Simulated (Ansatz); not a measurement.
# Sn₈O₁₅ (cell with a defect): what the fields show

Input

```
crystal:
  lattice:
    - [-4.8271903401, 4.8271903401, 0.0]
    - [-4.8271903401, -4.8271903401, 0.0]
    - [4.8271903401, 0.0, 6.4763045079]
  atoms:
    - { symbol: Sn, position: [0.6255033591, 0.1273109717, 0.257286484], spin: 0.667 }
    - { symbol: Sn, position: [0.875, 0.375, 0.75] }
    - { symbol: Sn, position: [0.125, 0.625, 0.25] }
    - { symbol: Sn, position: [0.375, 0.875, 0.75] }
    - { symbol: Sn, position: [0.0018660048, 0.9980356678, -0.0104351993], spin: 0.667 }
    - { symbol: Sn, position: [0.2491225278, 0.2481138969, 0.4965927666], spin: 0.667 }
    - { symbol: Sn, position: [0.5, 0.5, 0.0] }
    - { symbol: Sn, position: [0.75, 0.75, 0.5] }
    - { symbol: O, position: [0.1815765235, 0.375, 0.75] }
    - { symbol: O, position: [0.4315765235, 0.625, 0.25] }
    - { symbol: O, position: [0.6815765235, 0.875, 0.75] }
    - { symbol: O, position: [0.3184234765, 0.125, 0.25] }
    - { symbol: O, position: [0.5684234765, 0.375, 0.75] }
    - { symbol: O, position: [0.8184234765, 0.625, 0.25] }
    - { symbol: O, position: [0.0684234765, 0.875, 0.75] }
    - { symbol: O, position: [0.5, 0.1934234765, 0.0] }
    - { symbol: O, position: [0.75, 0.4434234765, 0.5] }
    - { symbol: O, position: [0.0, 0.6934234765, 0.0] }
    - { symbol: O, position: [0.25, 0.9434234765, 0.5] }
    - { symbol: O, position: [0.5, 0.8065765235, 0.0] }
    - { symbol: O, position: [0.75, 0.0565765235, 0.5] }
    - { symbol: O, position: [0.0, 0.3065765235, 0.0] }
    - { symbol: O, position: [0.25, 0.5565765235, 0.5] }
  host:
    lattice:
      - [4.8271903401, 0.0, 0.0]
      - [0.0, 4.8271903401, 0.0]
      - [0.0, 0.0, 3.238152254]
    atoms:
      - { symbol: Sn, position: [0.5, 0.5, 0.5] }
      - { symbol: Sn, position: [0.0, 0.0, 0.0] }
      - { symbol: O, position: [0.1934234765, 0.8065765235, 0.5] }
      - { symbol: O, position: [0.8065765235, 0.1934234765, 0.5] }
      - { symbol: O, position: [0.3065765235, 0.3065765235, 0.0] }
      - { symbol: O, position: [0.6934234765, 0.6934234765, 0.0] }
basis:
  ecutwfc: 420
  xc_grid: 2
kpoints:
  mp_grid: { grid: [3, 3, 3], shift: [0.0, 0.0, 0.0] }
hamiltonian:
  xc: pbe
scf:
  occupations: { method: gaussian, width: 0.02 }
  lower_state_search: "off"
output:
  forces: true
  stress: false
  eigenvalues: true
  populations: true
  charged_corrections:
    defect_position: [0.93157652, 0.125, 0.25]
    epsilon: [[14.0244, 0.0, 0.0], [0.0, 14.0244, 0.0], [0.0, 0.0, 10.8933]]
  write_density: true
  write_potential: true
  elf: true
  volumetric_format: npy
magnetization:
  spin_polarized: true
relax:
  adjacent_minimum: "off"
  f_tol: 0.03
  max_steps: 40
```

Launched as:

```sh
ansatz run input.yaml --threads 8 --pin off --max-ram 16384MiB --backend cpu --events-out ev --progress --plain --runs-dir out
```

The fields are those of the relaxed geometry.

The program warned that a starting moment wasn't kept; spin-polarised, but the moments vanished.

Level of theory: DFT PBE, scalar-relativistic, plane waves, PAW (Ansatz 0.2.0).

Core electrons are frozen (PAW), and the valence fields are smoothed inside the atomic spheres.

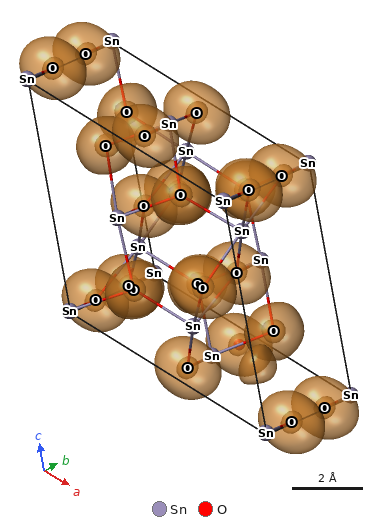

Figure 1. Isosurface of the electron localisation function at 0.65 (orange), seen slightly off an axis. Only the valence region is drawn (cores and ρ < 0.01 e/Å³ removed). Sticks mark near contacts.

What do the ELF domains correspond to?

The surface consists of 15 regions wrapped around O (the valence shell of each) and one pocket between the atoms, centred on no nucleus (multi-centre or interstitial), counted in one cell of 23 atoms. Regions shared between cells count once.


Sn–O (2.06 Å): the ELF peaks at about 0.80 in the valence shell of O, 0.6 Å from its nucleus, and is about 0.25 at the midpoint (no localised pair shows between them). Sn–O (2.10 Å): the ELF peaks at about 0.80 in the valence shell of O, 0.6 Å from its nucleus, and is about 0.25 at the midpoint; no shared electron pair shows on this line.

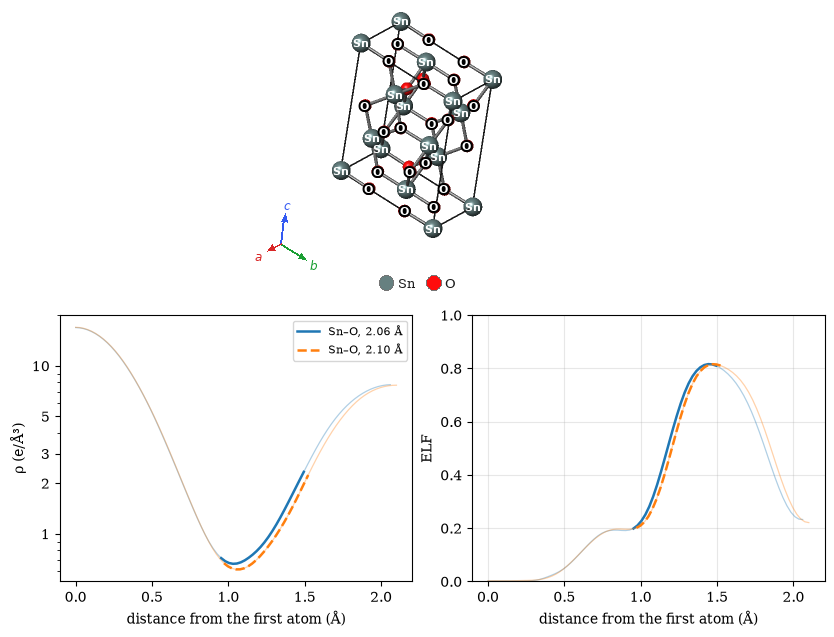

Figure 2. Valence pseudo-density and ELF along straight lines between neighbouring atoms. Thin, pale parts lie inside the atomic spheres. The structure is drawn too.

What can be read from the curves?

Sn–O (2.06 Å): the density is about 0.66 e/Å³ at the midpoint; the ELF peaks at about 0.80 in the valence shell of O, 0.6 Å from its nucleus, and is about 0.25 at the midpoint: no localised pair shows between them.
Sn–O (2.10 Å): ρ is about 0.61 e/Å³ halfway; the ELF peaks at about 0.80 in the valence shell of O, 0.6 Å from its nucleus, and is about 0.25 at the midpoint: no shared electron pair shows on this line.

Does the calculation give a band gap?

It is gapped, with a Kohn–Sham gap of 1.1 eV on the k-point mesh, an upper bound to the gap of this method.
